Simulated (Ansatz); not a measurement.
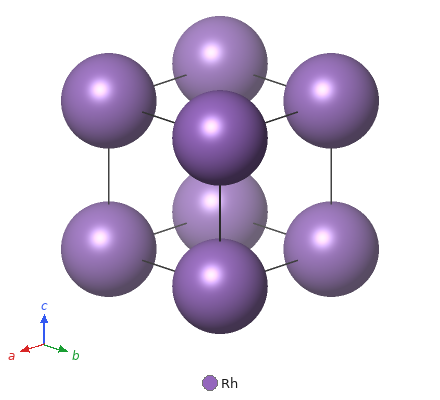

Rh (Pm-3m, No. 221): coordinates from a relaxation with Ansatz 0.2.0, DFT, RPBE, plane waves (420 eV) with PAW, scalar-relativistic; the starting structure was generated, so it need not be a known form of this composition.

```
Rh
1.0
     2.55606    0.00000    0.00000
     0.00000    2.55606    0.00000
     0.00000    0.00000    2.55606
Rh
1
Direct
  0.00000 0.00000 0.00000
```

### What will a HAADF-like image along [221] show? Simulation: incoherent imaging, intensity Z^1.8 per atom, probe width 0.67 Å, thin sample. Shot noise was added.

The columns repeat on a centred rectangular net of 1.20 × 3.61 Å (plane group c2mm). All columns are alike (Rh). The shortest distance between visible columns is 1.20 Å in projection. Along the beam the structure repeats every 7.67 Å.

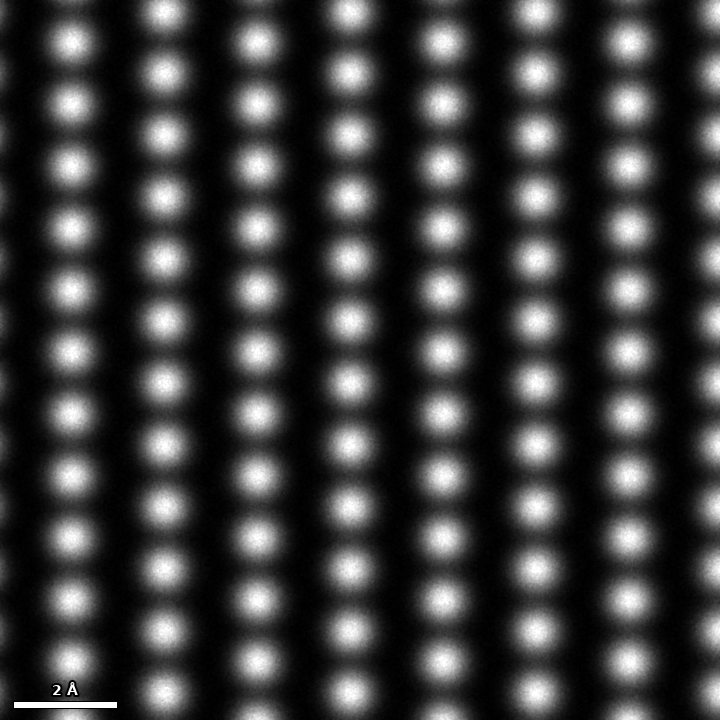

The simulated image.
